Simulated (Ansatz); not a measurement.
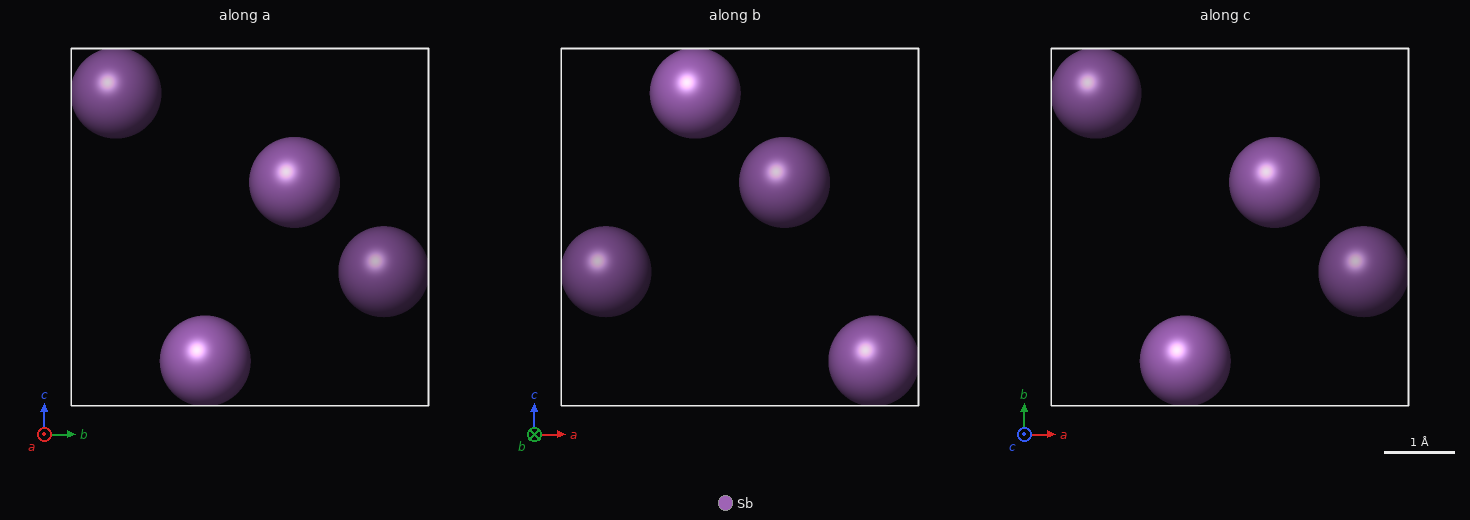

Spheres-only drawing of the structure, looking along the a axis, along the b axis and along the c axis. Lines trace the edges of the conventional unit cell.

Lattice parameters: a = 5.112 Å, b = 5.112 Å, c = 5.112 Å, α = 90.00°, β = 90.00°, γ = 90.00°. Put a along x and b in the xy plane.

Write down what is shown as a POSCAR file.

Answer.
```
Sb
1.0
     5.112    0.000    0.000
     0.000    5.112    0.000
     0.000    0.000    5.112
Sb
4
Direct
  0.6250 0.6250 0.6250
  0.8750 0.3750 0.1250
  0.1250 0.8750 0.3750
  0.3750 0.1250 0.8750
```

Its origin is a structure type filled with this element by a generator (whether the element takes this form wasn't checked). The final geometry of a relaxation with Ansatz 0.2.0, DFT PBE, scalar-relativistic, plane waves, PAW is shown.
